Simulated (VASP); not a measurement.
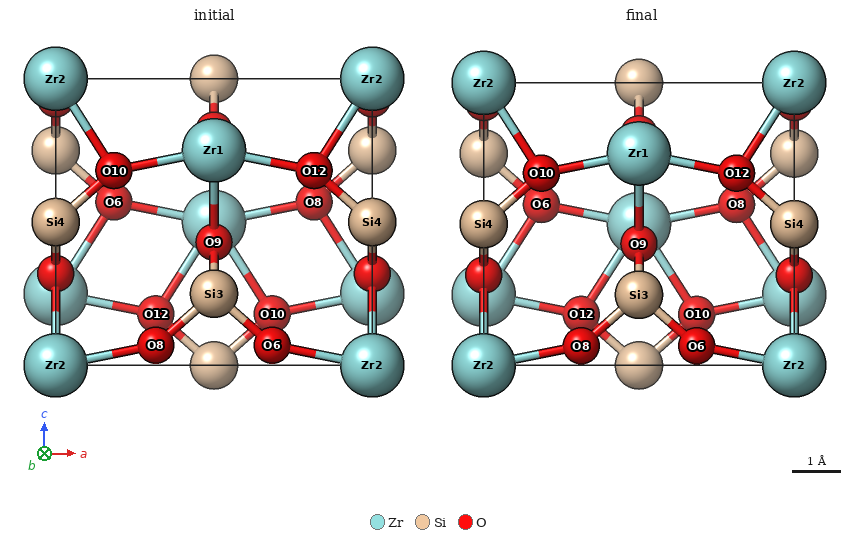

The structure of crystalline ZrSiO₄ (set up in I4_1/amd) before (left) and after (right) a relaxation, at one scale.

The picture is a ball-and-stick view of the conventional cell (2 times the calculation's cell), seen along the b axis. Lengths and directions refer to the drawn axes.

The run lets cell and atoms move.

The calculation used VASP, Kohn-Sham DFT of a periodic cell, LDA, VASP PAW LDA potentials, recommended.

Input file:
```
  PREC = Accurate
  ENCUT = 600
  EDIFF = 1E-6
  ISMEAR = 0
  SIGMA = 0.03
  LREAL = F
  LASPH = T
  NELM = 80
  ALGO = Normal
  ISIF = 3
  LWAVE = F
  LCHARG = F
  GGA = CA
  IBRION = 2
  NSW = 90
  EDIFFG = -0.01
  PSTRESS = 84.6
  KPAR = 4
```

Launched with:
```bash
cat potpaw_LDA.64/Zr_sv/POTCAR potpaw_LDA.64/Si/POTCAR potpaw_LDA.64/O/POTCAR > POTCAR
mpirun -np 4 vasp_std > vasp.out
```

Q: Describe what moved and what it gained.

A: The energy rises by 62.4 meV per cell of the calculation in 12 geometry steps. The largest force component goes from 0.23 to 0.0031 eV/Å. Pressure: −4.16 GPa at the start and 8.46 GPa at the end. The largest moves relative to the cell, 0.014 Å, are those of O atoms. Zr and Si stay in place. Cell: a = b 6.607 → 6.481 Å (−1.9 %), c 5.982 → 5.895 Å (−1.5 %). Volume −5.2 %. Among the contacts that change: O–Zr 2.130 → 2.077 Å, O–Zr 2.269 → 2.236 Å, O–Si 1.622 → 1.607 Å. The space group stays I4_1/amd (No. 141). The energy rose above the start on the way and ends close to it.
